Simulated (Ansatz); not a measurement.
# Geometry relaxation, with input and output: Ir (part 1 of 2)

- system: Ir (Fm-3m, 8 atoms in the cell)
- method: DFT r2SCAN, scalar-relativistic, plane waves, PAW, no spin polarisation (Ansatz 0.2.0)

The structure derives from an entry of the Crystallography Open Database. It belongs to a series of runs on one base structure; here: 8 of 8 Pt sites taken by Ir, cell and atoms relaxed. Figures and captions count atoms from 1; the log counts them from 0 in places.

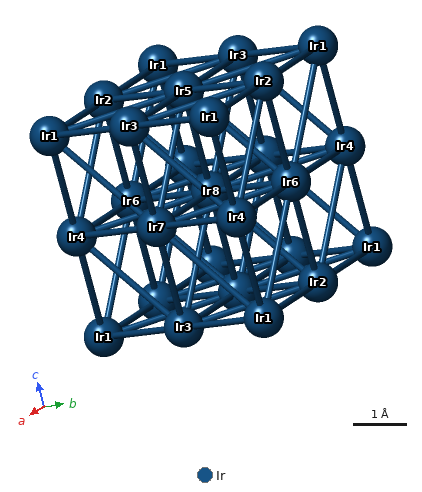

The starting structure (ball-and-stick view of the cell of the calculation, seen slightly off an axis; atoms are numbered from 1 in the order of the input). An atom can appear more than once, as a periodic image. Near neighbours in the periodic cell (some may lie outside the picture): Ir has 12 Ir at 2.72 Å.

### Key numbers

| quantity | value |
| --- | --- |
| outcome | converged |
| space group (tolerance 0.01 Å) | Fm-3m (225) |
| electrons treated | 136 |
| free energy | −95589.7374 eV |
| Fermi energy | 25.426 eV |
| gap on the k-point mesh | none (metallic) |
| pressure | 0.00 GPa |
| final volume | 113.71 Å³ |
| largest force (length of the vector) at the end | under 0.001 eV/Å |
| final cell | a = 5.438 Å, b = 5.438 Å, c = 5.438 Å, α = 60.00°, β = 60.00°, γ = 60.00° |
| hardware | 1 thread of AMD EPYC (Zen 3), 32 GiB of memory available, shared host |
| wall time | 91 s |
| peak memory | 0.82 GiB |

### Remarks

Spin–orbit coupling is left out, which matters for Ir.

### The input
```yaml
crystal:
  lattice:
    - [-3.8442573003, 3.8442573003, 0.0]
    - [-3.8442573003, 0.0, 3.8442573003]
    - [0.0, 3.8442573003, 3.8442573003]
  atoms:
    - { symbol: Ir, position: [0.0, 0.0, 0.0] }
    - { symbol: Ir, position: [0.5, 0.0, 0.0] }
    - { symbol: Ir, position: [0.0, 0.5, 0.0] }
    - { symbol: Ir, position: [0.0, 0.0, 0.5] }
    - { symbol: Ir, position: [0.5, 0.5, 0.0] }
    - { symbol: Ir, position: [0.5, 0.0, 0.5] }
    - { symbol: Ir, position: [0.0, 0.5, 0.5] }
    - { symbol: Ir, position: [0.5, 0.5, 0.5] }
basis:
  ecutwfc: 500
kpoints:
  mp_grid: { grid: [8, 8, 8] }
hamiltonian:
  xc: r2scan
scf:
  occupations: { method: gaussian, width: 0.1 }
output:
  forces: true
  stress: true
  eigenvalues: true
relax:
  adjacent_minimum: "off"
  f_tol: 0.015
  max_steps: 60
  cell: { stress_tol: 0.15 }
```

Launch command:
```bash
ansatz run input.yaml --threads 1 --pin off --max-ram 2560MiB --backend cpu --events-out ev --progress --plain --runs-dir out
```

### Log
```
Engine: ansatz 0.2.0, x86_64-unknown-linux-gnu
Pseudopotentials: kind: paw
Pseudopotential: Ir, paw, valence charge 17, recommended cutoff 500 eV (meta_gga), Ir.paw.azcp
Functional definition: r2SCAN
  parameter k0 = 0.174
  parameter k1 = 0.065
  parameter a1 = 4.9479
  exchange = r2scan_x(k0 = k0, k1 = k1, a1 = a1)
  correlation = r2scan_c
Crystal: 8 atoms, lattice volume = 113.623 Å³
Basis set: ecut = 500 eV, 2891 PW (Γ), exchange–correlation on 160×160×160 points (64 copies of the dense FFT grid, shifted against one another)
Bands: 82, of which v1, the nominal top of the filled ones, is band 68 counted from 1 (67 counted from 0)
Symmetry: 384 space group operations
Space group: Fm-3m (ITA 225), of the structure as read, at distance tolerance 4.8e-5 Å
k-points: 29 of 512
Non-local potential: Ir, projectors of the file, l = 0: 3, l = 1: 2, l = 2: 2, l = 3: 1
PAW form: soft (Blöchl's): semilocal exchange-correlation on the pseudo side does not see the compensation charge
PAW frozen core: Ir, regenerated for the run's functional (the file was generated under x = pbe(κ = 0.804, μ = 0.2195149727645171), c = pbe(β = 0.06672455060314922))
PAW one-centre angular grid: Ir, 590 points (default); XC on 160 Gauss nodes
Initial density: superposition of atomic densities (neutral atoms: chi_scale 0, normalization atom), corrected by the library's trained network
Initial wavefunctions: pseudopotential atomic-orbital guess
Functional: x = r2scan, c = r2scan; τ floored in thin density (d = 2e-4 eV/Å³)
SCF iter   1: F=—  HF=-95589.518996 eV  |F-HF|=—  |Δ(HF+E_count)|=         —  Δρ=1.15e-2  dr2=7.01e-2  dr2_τ=3.02e-1  ethr=1.77e-3  ⟨swp⟩=5.4  Hψ=7860  notcnv=0  defer=25
preconditioner: auto → Kerker (q_TF=auto, 2.811 Å⁻¹)  [metal: Δε(μ)=0.040 eV  Ē_g=7.466 eV  σ=0.100 eV  W_gap=0.22  n_scr=50 (ndim 8)  ℏωp=29.6 eV  f_vac=0.000  D(μ)=10.30/eV (n_scr^D=136)]
SCF iter   2: F=—  HF=-95589.734508 eV  |F-HF|=—  |Δ(HF+E_count)|=   2.16e-1  Δρ=6.99e-3  dr2=2.58e-2  dr2_τ=3.19e-3  ethr=5.15e-5  ⟨swp⟩=2.0  Hψ=3772  notcnv=0  defer=55
SCF iter   3: F=—  HF=-95589.737291 eV  |F-HF|=—  |Δ(HF+E_count)|=   2.78e-3  Δρ=8.89e-4  dr2=4.81e-4  dr2_τ=2.23e-4  ethr=1.90e-5  ⟨swp⟩=2.0  Hψ=3257  notcnv=0  defer=55
SCF iter   4: F=—  HF=-95589.737350 eV  |F-HF|=—  |Δ(HF+E_count)|=   5.86e-5  Δρ=3.62e-4  dr2=1.12e-4  dr2_τ=1.12e-5  ethr=3.54e-7  ⟨swp⟩=2.5  Hψ=3952  notcnv=0  defer=55
SCF iter   5: F=—  HF=-95589.737396 eV  |F-HF|=—  |Δ(HF+E_count)|=   4.58e-5  Δρ=1.73e-4  dr2=2.79e-5  dr2_τ=1.23e-6  ethr=8.25e-8  ⟨swp⟩=2.0  Hψ=2864  notcnv=0  defer=55
SCF iter   6: F=—  HF=-95589.737356 eV  |F-HF|=—  |Δ(HF+E_count)|=   3.95e-5  Δρ=6.16e-5  dr2=3.07e-6  dr2_τ=1.89e-7  ethr=2.05e-8  ⟨swp⟩=2.0  Hψ=3248  notcnv=0  defer=55
SCF iter   7: F=-95589.737360 eV  HF=-95589.737360 eV  |F-HF|=2.99e-8  |Δ(HF+E_count)|=   3.83e-6  Δρ=5.67e-6  dr2=1.19e-8  dr2_τ=1.60e-9  ethr=7.35e-11  ⟨swp⟩=7.4  Hψ=10889  notcnv=0
SCF 1 converged in 7 iterations: F = -95589.737360 eV  dr2 = 1.19e-8
  greatest PAW one-centre occupation: 1.000 electrons in one spin orbital (limit 2), on the Ir atom at site 7 (counted from 0), in its partial waves of l = 0
relax step   1: F+E_penalty+E_count = -95589.73736010 eV  Δ(F+E_penalty+E_count) = +0.000e0 eV  max|allowed force component| = 1.856e-28 eV/Å  Δτ_max = 0.0000 Å  P = +0.283 GPa  Ω = 113.623 Å³  (7 SCF iters, dr2 threshold 1.00e-7 eV, accepted)
Crystal: 8 atoms, lattice volume = 113.888 Å³
Initial density: handed on by an earlier stage of this run
Initial wavefunctions: those handed on with the density
iter 1 solved again at ethr=2.89e-8 eV; its pass at ethr=3.10e-3 eV (dr2=3.93e-5 eV) is discarded
SCF iter   1: F=—  HF=-95589.735544 eV  |F-HF|=—  |Δ(HF+E_count)|=         —  Δρ=1.58e-4  dr2=2.45e-5  dr2_τ=1.59e-3  ethr=2.89e-8  ⟨swp⟩=2.0  Hψ=9031  notcnv=0
preconditioner: auto → Kerker (q_TF=auto, 2.810 Å⁻¹)  [metal: Δε(μ)=0.036 eV  Ē_g=7.437 eV  σ=0.100 eV  W_gap=0.20  n_scr=50 (ndim 8)  ℏωp=29.5 eV  f_vac=0.000  D(μ)=10.43/eV (n_scr^D=136)]
SCF iter   2: F=—  HF=-95589.736906 eV  |F-HF|=—  |Δ(HF+E_count)|=   1.36e-3  Δρ=5.12e-5  dr2=1.30e-6  dr2_τ=2.56e-6  ethr=1.80e-8  ⟨swp⟩=2.0  Hψ=4345  notcnv=0
SCF iter   3: F=—  HF=-95589.736907 eV  |F-HF|=—  |Δ(HF+E_count)|=   1.08e-6  Δρ=3.14e-5  dr2=4.07e-7  dr2_τ=1.42e-7  ethr=1.47e-10  ⟨swp⟩=5.2  Hψ=8392  notcnv=0
SCF iter   4: F=-95589.736908 eV  HF=-95589.736907 eV  |F-HF|=2.88e-8  |Δ(HF+E_count)|=   7.32e-7  Δρ=5.93e-6  dr2=2.34e-8  dr2_τ=1.60e-9  ethr=1.47e-10  ⟨swp⟩=4.3  Hψ=7768  notcnv=0
SCF 2 converged in 4 iterations: F = -95589.736908 eV  dr2 = 2.34e-8
relax step   2: F+E_penalty+E_count = -95589.73690752 eV  Δ(F+E_penalty+E_count) = +4.526e-4 eV  max|allowed force component| = 8.988e-29 eV/Å  Δτ_max = 0.0000 Å  P = -0.593 GPa  Ω = 113.888 Å³  energy of the carried Pulay correction = -1.941e-4 eV  (4 SCF iters, dr2 threshold 2.00e-7 eV, rejected (line search))
Crystal: 8 atoms, lattice volume = 113.709 Å³
iter 1 solved again at ethr=1.28e-8 eV; its pass at ethr=3.10e-3 eV (dr2=1.74e-5 eV) is discarded
SCF iter   1: F=—  HF=-95589.736751 eV  |F-HF|=—  |Δ(HF+E_count)|=         —  Δρ=1.02e-4  dr2=1.03e-5  dr2_τ=7.29e-4  ethr=1.28e-8  ⟨swp⟩=2.0  Hψ=9034  notcnv=0
preconditioner: auto → Kerker (q_TF=auto, 2.811 Å⁻¹)  [metal: Δε(μ)=0.036 eV  Ē_g=7.456 eV  σ=0.100 eV  W_gap=0.20  n_scr=50 (ndim 8)  ℏωp=29.5 eV  f_vac=0.000  D(μ)=10.41/eV (n_scr^D=136)]
SCF iter   2: F=—  HF=-95589.737372 eV  |F-HF|=—  |Δ(HF+E_count)|=   6.20e-4  Δρ=3.39e-5  dr2=5.64e-7  dr2_τ=1.09e-6  ethr=7.58e-9  ⟨swp⟩=2.0  Hψ=4348  notcnv=0
SCF iter   3: F=—  HF=-95589.737372 eV  |F-HF|=—  |Δ(HF+E_count)|=   4.91e-7  Δρ=2.07e-5  dr2=1.72e-7  dr2_τ=6.27e-8  ethr=4.14e-10  ⟨swp⟩=2.4  Hψ=3073  notcnv=0
SCF iter   4: F=—  HF=-95589.737372 eV  |F-HF|=—  |Δ(HF+E_count)|=   3.08e-7  Δρ=3.63e-6  dr2=8.58e-9  dr2_τ=8.36e-10  ethr=1.26e-10  ⟨swp⟩=2.0  Hψ=4022  notcnv=0
SCF iter   5: F=-95589.737372 eV  HF=-95589.737372 eV  |F-HF|=6.98e-10  |Δ(HF+E_count)|=   1.28e-8  Δρ=8.44e-7  dr2=4.98e-10  dr2_τ=6.40e-11  ethr=1.00e-12  ⟨swp⟩=2.7  Hψ=9323  notcnv=0
SCF 3 converged in 5 iterations: F = -95589.737372 eV  dr2 = 4.98e-10
relax step   3: F+E_penalty+E_count = -95589.73737241 eV  Δ(F+E_penalty+E_count) = -1.230e-5 eV  max|allowed force component| = 5.693e-29 eV/Å  Δτ_max = 0.0000 Å  P = -0.001 GPa  Ω = 113.709 Å³  energy of the carried Pulay correction = -6.255e-5 eV  (5 SCF iters, accepted)
Initial wavefunctions: pseudopotential atomic-orbital guess (no wavefunctions were taken with the density)
iter 1 solved again at ethr=3.55e-8 eV; its pass at ethr=3.10e-3 eV (dr2=4.83e-5 eV) is discarded
SCF iter   1: F=—  HF=-95589.737454 eV  |F-HF|=—  |Δ(HF+E_count)|=         —  Δρ=3.01e-6  dr2=1.75e-9  dr2_τ=1.65e-8  ethr=3.55e-8  ⟨swp⟩=4.2  Hψ=14367  notcnv=0
eigensolver tolerance schedule: the retry pair's looser diagonalisation over-reported the residual by 27665.51 of it (diagonalisation noise at 0.46 of the residual, at the tolerance the schedule requests for it); recorded, not acted on — ethr = c·dr2/N_el stays at c = 1.0e-1
preconditioner: auto → Kerker (q_TF=auto, 2.811 Å⁻¹)  [metal: Δε(μ)=0.036 eV  Ē_g=7.454 eV  σ=0.100 eV  W_gap=0.20  n_scr=50 (ndim 8)  ℏωp=29.5 eV  f_vac=0.000  D(μ)=10.41/eV (n_scr^D=136)]
SCF iter   2: F=—  HF=-95589.737446 eV  |F-HF|=—  |Δ(HF+E_count)|=   7.85e-6  Δρ=1.77e-6  dr2=6.09e-10  dr2_τ=4.81e-10  ethr=1.00e-12  ⟨swp⟩=4.6  Hψ=11261  notcnv=0
SCF iter   3: F=-95589.737446 eV  HF=-95589.737446 eV  |F-HF|=1.31e-10  |Δ(HF+E_count)|=  7.86e-10  Δρ=2.61e-7  dr2=4.24e-11  dr2_τ=2.22e-11  ethr=1.00e-12  ⟨swp⟩=2.4  Hψ=7536  notcnv=0
SCF 4 converged in 3 iterations: F = -95589.737446 eV  dr2 = 4.24e-11
relax step   4: F+E_penalty+E_count = -95589.73744623 eV  Δ(F+E_penalty+E_count) = -7.382e-5 eV  max|allowed force component| = 4.438e-29 eV/Å  Δτ_max = 0.0000 Å  P = -0.001 GPa  Ω = 113.709 Å³  stress off target by 5.03e-4 GPa  SCF on the basis re-selected at this cell (its energy is not comparable with the rows above)  (3 SCF iters)
```

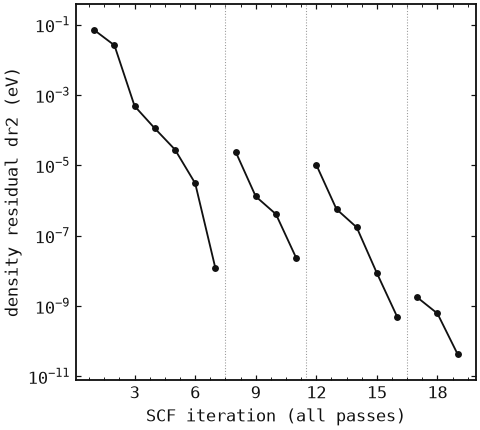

Convergence of the self-consistent field: density residual dr2 against the SCF iteration. The dotted lines part the SCF passes of the relaxation: geometry steps, rejected trials and re-solves on a re-selected basis. The passes take 7, 4, 5 and 3 iterations.

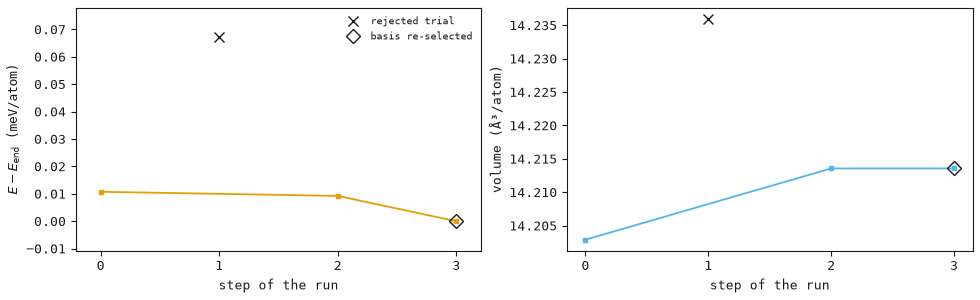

Progress of the relaxation, step by step (the first geometry is step 0 here and step 1 in the log). No atom moves by more than 0.005 Å relative to the cell. The volume changes by +0.1 %, with a = b = c 5.437 → 5.438 Å (0.0 %). The space group stays Fm-3m (No. 225). The energy falls by next to nothing (0.0 meV per atom) in 2 geometry steps. All forces vanish by symmetry, so only the cell relaxes. The pressure goes from 0.28 to 0.00 GPa. The line search rejected the trial step at point 1 (counted from 0) and went back. A last SCF at the same geometry on a re-selected plane-wave basis shifts the energy by next to nothing (0.0 meV per atom).

```
basis re-selected at this cell: Δ(F+E_penalty+E_count) = -7.382e-5 eV, ΔP = +0.000 GPa vs the last step (what re-selecting the basis moved, of the pressure what is left beyond the Pulay correction that the steps carried, after the strain that the cell walked since its last selection, with what the two solves' SCF thresholds leave and, on support functions, any second-order correction that the steps lacked; it is no measure of the basis error at this ecutwfc). This SCF's stress stands 5.03e-4 GPa from its target on what of the cell is left free (relax.cell.stress_tol is 1.50e-1 GPa) and its largest allowed force component is 4.44e-29 eV/Å (relax.f_tol is 1.50e-2 eV/Å): within both
SCF converged after 3 iterations
Free energy (F): -95589.737446 eV
Harris-Foulkes:  -95589.737446 eV  (|F-HF|=1.31e-10)
Internal energy: -95589.685397 eV  (E = F + TS)
E sigma→0 (E₀):  -95589.711422 eV
Entropy (-TS):   -0.052049 eV (-6.506 meV/atom)
Fermi energy:    25.425632 eV
```
